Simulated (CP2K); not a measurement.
```
CELL_PARAMETERS angstrom
6.29016 0.00000 0.00000
1.57254 2.72372 0.00000
1.57254 0.90791 2.56795
ATOMIC_POSITIONS crystal
Mn 0.00000 0.00000 0.00000
Mn 0.50000 0.00000 0.00000
O 0.25000 0.50000 0.50000
O 0.75000 0.50000 0.50000
```

Space group Fm-3m; a structure from a database of computed crystals, not necessarily the ambient phase; computed pressure about 2 GPa in this cell; spin-polarised.

The calculation used CP2K 2026.2, Kohn-Sham DFT of a periodic cell, PBE, GTH-PBE with UZH-DZVP basis (short-range sets on d metals).

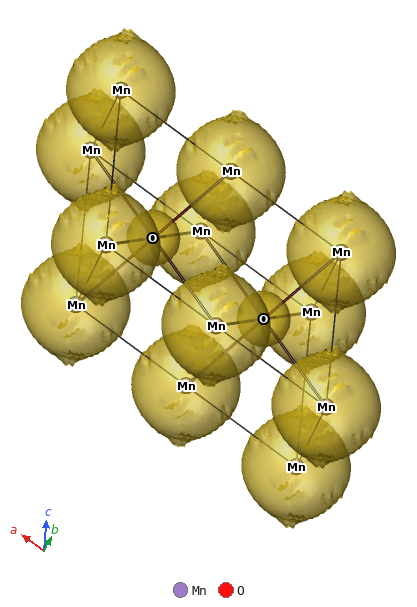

MnO. Isosurfaces of the spin density at +0.1 (yellow) and −0.1 e/Å³ (cyan), seen at an oblique angle. Sticks mark near contacts.

In a pseudopotential calculation such maps are meaningful between the atoms, not at the nuclei.

Q: Which atoms carry the moments, and with what signs?

A: The spin density sits on Mn: +4.8 μB (×2) in one cell of 4 atoms, with smaller moments on other sites: O (up to +0.08 μB): parallel moments (a ferromagnetic arrangement) in this solution. The cell of the calculation (4 atoms) carries 9.8 μB of net spin moment. Only one sign reaches the isovalue.
